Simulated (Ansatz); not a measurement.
TiAl

The calculation's input:

```
crystal:
  lattice:
    - [2.8087302532, 0.0, 0.0]
    - [-1.4043651265, 2.4324317516, 0.0]
    - [0.0, 0.0, 4.5825851222]
  atoms:
    - { symbol: Ti, position: [0.0, 0.0, 0.0] }
    - { symbol: Al, position: [0.3333333333, 0.6666666667, 0.5] }
hamiltonian:
  xc: r2scan
  pseudopotentials: { kind: paw }
kpoints:
  mp_grid: { grid: [11, 11, 6] }
scf:
  occupations: { method: fermi_dirac, width: 0.05 }
output:
  forces: true
  stress: true
  eigenvalues: true
  write_density: true
  write_potential: true
  elf: true
  volumetric_format: npy
```

Command:

```sh
ansatz run input.yaml --threads 2 --pin off --max-ram 5632MiB --backend cpu --events-out ev --progress --plain --runs-dir out
```

Below, planes, directions and counts refer to the conventional cell (a = 2.81 Å, b = 2.81 Å, c = 4.58 Å, α = 90.00°, β = 90.00°, γ = 120.00°).

Space group P-6m2; a structure from a database of computed crystals, not necessarily the ambient phase; computed pressure about 7 GPa in this cell.

These are results of Ansatz 0.2.0, Kohn-Sham DFT of a periodic cell, r2SCAN, Ansatz PAW, not measurements.

In a PAW calculation such maps are meaningful between the atoms, not at the nuclei.

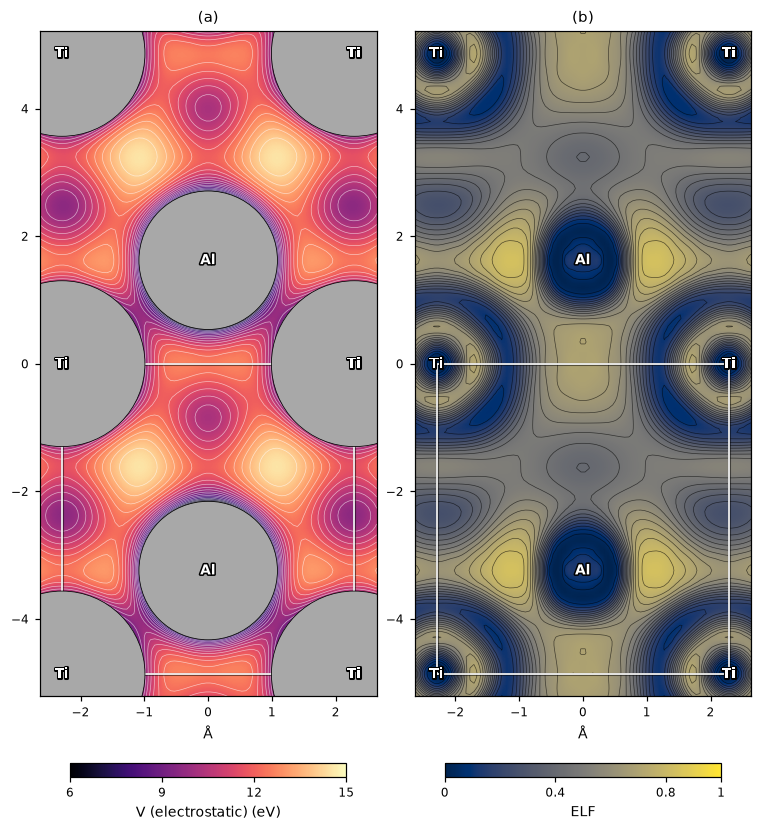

Figure 1. (a) electrostatic potential (local pseudopotential plus Hartree) felt by an electron; (b) electron localisation function on the (110) plane of the conventional cell. Grey discs cover the atomic cores in the potential map.

Q: Describe what can be read from this map.

A: The plane passes through Ti and Al nuclei. Ti–Al (2.81 Å): the ELF is about 0.40 at the midpoint. The features right at Ti lie inside the PAW spheres, where the map follows smoothed inner orbitals and isn't to be read closely. Outside the cores the potential energy rises away from the atoms and is highest about 1.9 Å from the nearest atoms; its zero is arbitrary.

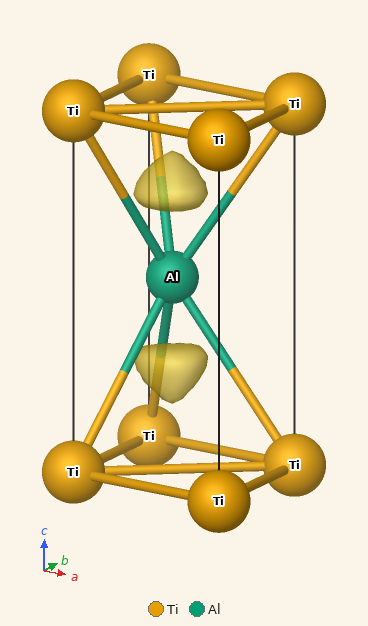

Figure 2. Isosurface of the ELF at 0.75 (yellow), seen slightly off an axis. Core shells and regions of very low density are left out. Sticks mark near contacts.

Q: Describe the localisation domains.

A: The surface consists of two pockets between the atoms, centred on no nucleus (multi-centre or interstitial), counted in one cell of 2 atoms. Regions shared between cells count once.


 Ti–Ti (2.81 Å): the ELF is about 0.25 at the midpoint; no localised pair shows between them.

Q: Does the calculation give a band gap?

A: It is gapless in this calculation (a metal or semimetal).
